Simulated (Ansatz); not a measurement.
## Energy of Ca along an even scaling of the cell

System: Ca (Fm-3m, 1 atom in the cell).
Method: Kohn-Sham DFT of a periodic cell, PBE, all-electron LAPW, scalar-relativistic, no spin polarisation (Ansatz 0.2.0).

The 7 runs differ only in the geometry, by an even scaling of the cell at fixed fractional positions. The structure derives from an entry of the Crystallography Open Database.

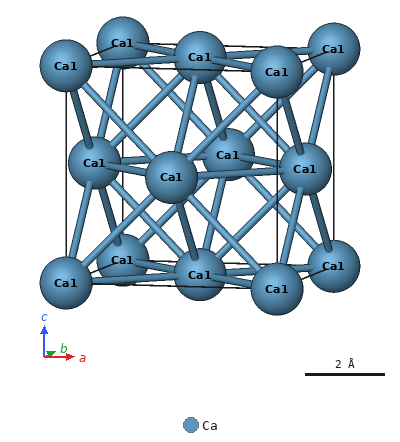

Figure 1. The structure of run 4 (ball-and-stick view of the cell 4 times as large as that of the calculation, set on its symmetry axes, seen slightly off an axis; atoms are numbered from 1 in the order of the input).

**Input of run 4**
```yaml
crystal:
  lattice:
    - [0.0, 2.7942, 2.7942]
    - [2.7942, 0.0, 2.7942]
    - [2.7942, 2.7942, 0.0]
  atoms:
    - { symbol: Ca, position: [0.0, 0.0, 0.0] }
kpoints:
  mp_grid: { grid: [8, 8, 8] }
scf:
  occupations: { method: fermi_dirac, width: 0.05 }
hamiltonian:
  xc: pbe
  pseudopotentials: { kind: all_electron, lapw: { basis_error: 0.0005 } }
output:
  forces: true
  stress: true
  eigenvalues: true
```

Command:
```bash
ansatz run input.yaml --threads 1 --pin off --max-ram 2560MiB --backend cpu --events-out ev --progress --plain --runs-dir out
```

Run 2 differs from it as follows:
```diff
-    - [0.0, 2.7942, 2.7942]
-    - [2.7942, 0.0, 2.7942]
-    - [2.7942, 2.7942, 0.0]
+    - [0.0, 2.7564359112, 2.7564359112]
+    - [2.7564359112, 0.0, 2.7564359112]
+    - [2.7564359112, 2.7564359112, 0.0]
```

**Results, with one run withheld**

| run | volume per atom (Å³) | free energy per atom, from the lowest run given (meV) | pressure (GPa) |
| --- | --- | --- | --- |
| 1 | 41.014 | 1.31 | 0.50 |
| 2 | 41.886 | ? | ? |
| 3 | 42.759 | 0.00 | −0.24 |
| 4 | 43.632 | 2.16 | −0.56 |
| 5 | 44.504 | 6.02 | −0.85 |
| 6 | 45.377 | 11.40 | −1.12 |
| 7 | 46.250 | 18.18 | −1.36 |

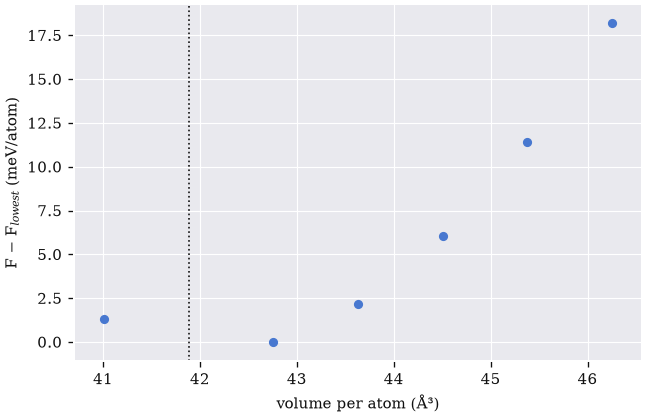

Figure 2. Free energy per atom of the runs given; the dotted line marks run 2.

Fit the runs given and predict run 2.

A cubic polynomial in V^(−2/3) (the Birch–Murnaghan form), fitted to the 6 runs given, misses them by at most 0.01 meV per atom. With x = V^(−2/3) − 0.08040 Å⁻², it reads F = 3.0391 − 3262 x + 7.6914e+05 x² − 2.9834e+06 x³ (meV per atom). At run 2 it gives −0.35 meV per atom, and the run itself gives −0.34. The slope of the fit gives a pressure −dF/dV of 0.12 GPa there, and the run prints 0.12 GPa. The fit has its minimum at 42.164 Å³ per atom, where V d²F/dV² gives 17.3 GPa: the bulk modulus at this level, since symmetry fixes the shape and the positions.

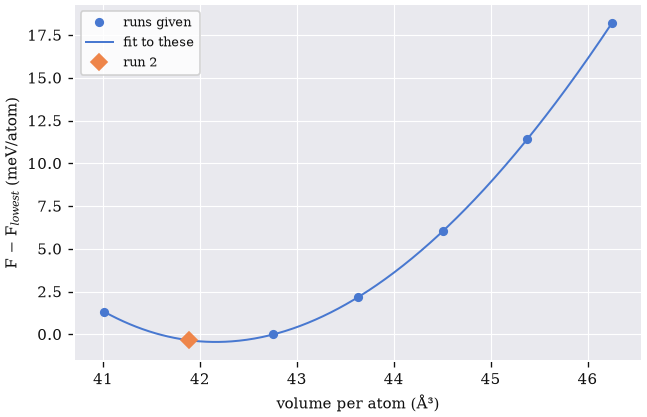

Figure 3. The fit and the withheld run.

**Output, shortened to warnings, some set-up lines, iterations and results (run 2)**
```
Basis set: ecut = 90.42945617162769 eV, 65 PW (Γ), exchange–correlation at level 2
Symmetry: 48 space group operations
k-points: 29 of 512
Initial density: superposition of atomic densities (chi_scale 0.1, normalization cell)
[...]
SCF iter   1: F=—  HF=-18514.471258 eV  |F-HF|=—  |Δ(HF+E_count)|=         —  Δρ=3.47e-3  dr2=9.39e-3  ethr=9.42e-5  ⟨swp⟩=3.2  Hψ=2066  notcnv=0
SCF iter   2: F=—  HF=-18514.472385 eV  |F-HF|=—  |Δ(HF+E_count)|=   1.13e-3  Δρ=2.78e-3  dr2=6.24e-3  ethr=9.39e-5  ⟨swp⟩=2.0  Hψ=820  notcnv=0
SCF iter   3: F=—  HF=-18514.474696 eV  |F-HF|=—  |Δ(HF+E_count)|=   2.31e-3  Δρ=7.41e-4  dr2=4.54e-4  ethr=4.54e-6  ⟨swp⟩=2.0  Hψ=1350  notcnv=0
SCF iter   4: F=—  HF=-18514.474777 eV  |F-HF|=—  |Δ(HF+E_count)|=   8.06e-5  Δρ=2.56e-5  dr2=4.31e-7  ethr=4.54e-6  ⟨swp⟩=2.0  Hψ=826  notcnv=0
SCF iter   5: F=-18514.474779 eV  HF=-18514.474779 eV  |F-HF|=2.39e-8  |Δ(HF+E_count)|=   1.96e-6  Δρ=5.21e-6  dr2=2.01e-8  ethr=4.31e-9  ⟨swp⟩=2.9  Hψ=855  notcnv=0
SCF 1 converged in 5 iterations: F = -18514.474779 eV  dr2 = 2.01e-8
the search or the solves at the SCF's close seem to have found levels that the self-consistency loop had missed (the run counts 1). By its estimate they hold under 1e-12 electrons; where the run keeps them, the occupations were computed again with them
SCF converged after 5 iterations
Free energy (F): -18514.474779 eV
Harris-Foulkes:  -18514.474779 eV  (|F-HF|=2.39e-8)
Internal energy: -18514.463115 eV  (E = F + TS)
E sigma→0 (E₀):  -18514.468947 eV
Entropy (-TS):   -0.011664 eV (-11.664 meV/atom)
Fermi energy:    5.244453 eV
--- Per-component energies (eV) ---
  E_band       = -171.670528
  E_kinetic    = 18658.879299
  E_xc         = -983.133638
  E_electrostatic = -36190.208775  (all electrons and nuclei)
  E_smearing   = -0.011664  (= −TS)
  E_closure    = 0.000000  (closes the sum)
  E_atoms      = -18512.560587  (free atoms, spherical and without spin; not in F)
  Σ components = -18514.474779   (vs F -18514.474779, Δ=0.00e0)
  Basis errors (estimates in eV, not in F): energy 1.5e-4 per atom: plane waves 1.4e-4 (7.2e-5 summed), levels above the bands 4.6e-31, relativity 2.5e-9, radial functions 3.4e-6, core shells 8.5e-11; eigenvalues (radial functions only) 6.6e-7; not estimated: angular momenta, meshes, grids; target …
--- Forces (eV/Å), atoms counted from 1 ---
  atom   1  Ca    -0.00000000    -0.00000000     0.00000000
  max |Σ_I F_I| component: 2.88e-32 eV/Å
--- Stress (GPa, compression-positive) ---
        0.115904       0.000000       0.000000
        0.000000       0.115904       0.000000
        0.000000       0.000000       0.115904
  P = ⅓ Tr σ = 0.1159 GPa (1.159 kbar)
```
